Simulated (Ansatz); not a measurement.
System: Al16O (slab).

```yaml
crystal:
  lattice:
    - [5.71352, 0.00000, 0.00000]
    - [0.00000, 8.08013, 0.00000]
    - [0.00000, 0.00000, 19.74328]
  atoms:
    - { symbol: Al, position: [0.25000, 0.25000, 0.20260] }
    - { symbol: Al, position: [0.25000, 0.75000, 0.20260] }
    - { symbol: Al, position: [0.75000, 0.25000, 0.20260] }
    - { symbol: Al, position: [0.75000, 0.75000, 0.20260] }
    - { symbol: Al, position: [0.00000, 0.00000, 0.27495] }
    - { symbol: Al, position: [0.00000, 0.50000, 0.27495] }
    - { symbol: Al, position: [0.50000, 0.00000, 0.27495] }
    - { symbol: Al, position: [0.50000, 0.50000, 0.27495] }
    - { symbol: Al, position: [0.25000, 0.25000, 0.34955] }
    - { symbol: Al, position: [0.25000, 0.75000, 0.34955] }
    - { symbol: Al, position: [0.75000, 0.25000, 0.34955] }
    - { symbol: Al, position: [0.75000, 0.75000, 0.34955] }
    - { symbol: Al, position: [0.00000, 0.00000, 0.41752] }
    - { symbol: Al, position: [0.00000, 0.50000, 0.41752] }
    - { symbol: Al, position: [0.50000, 0.00000, 0.41752] }
    - { symbol: Al, position: [0.50000, 0.50000, 0.41752] }
    - { symbol: O, position: [0.00000, 0.05000, 0.49922] }
```

PAW files of the earlier set (soft_1).

All numbers below come from Ansatz 0.2.0, DFT PBE, scalar-relativistic, plane waves, PAW.

Q: What can the converged valence pseudo-density and electron localisation function tell about the bonding?

A: Al–O (1.66 Å): the density is about 0.95 e/Å³ at the midpoint; the ELF peaks at about 0.80 in the valence shell of O, 0.7 Å from its nucleus, and is about 0.75 at the midpoint.

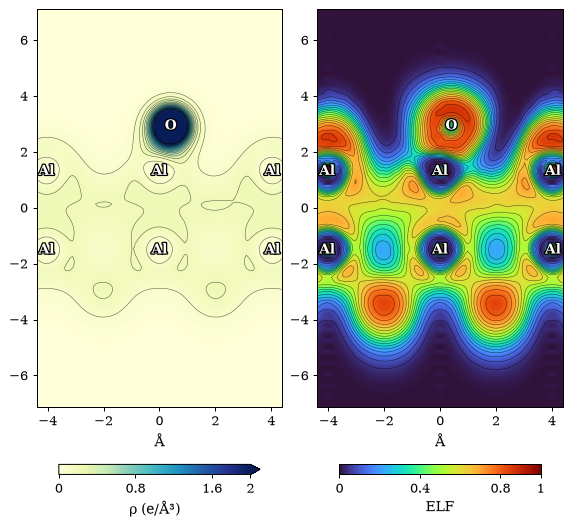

Computed valence pseudo-density and electron localisation function on the (100) plane of the calculation cell, a cut from vacuum to vacuum, in this order. 

The density is the valence pseudo-density of a PAW calculation; it isn't the true density close to the nuclei.
